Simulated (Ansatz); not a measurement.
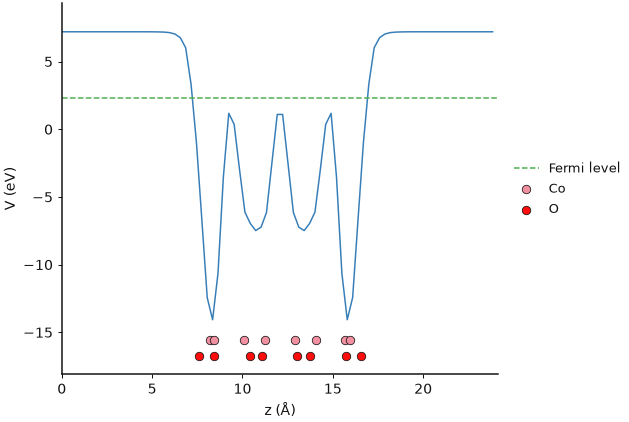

Plane-averaged electrostatic potential energy of an electron across the slab; circles at the bottom mark the heights of the atoms (positions after relaxation).

Calculation on a (100) slab cut from CoO (P6_3mc), ended by CoO planes, 16 atoms in the cell.

Method: DFT PBE, scalar-relativistic, plane waves, PAW, spin-polarised, 11×7×1 k mesh, 420 eV cutoff, Gaussian smearing of 0.05 eV (Ansatz 0.2.0).

Read off the work function of each face.

The work function is 4.89 eV, the same on both faces. The two vacuum levels agree, so the slab has no net dipole along its normal.

How thick are slab and vacuum?

The outermost atoms are 8.9 Å apart, which leaves 15.2 Å of vacuum in a cell 24.1 Å high.

A lower state was found for this cell.
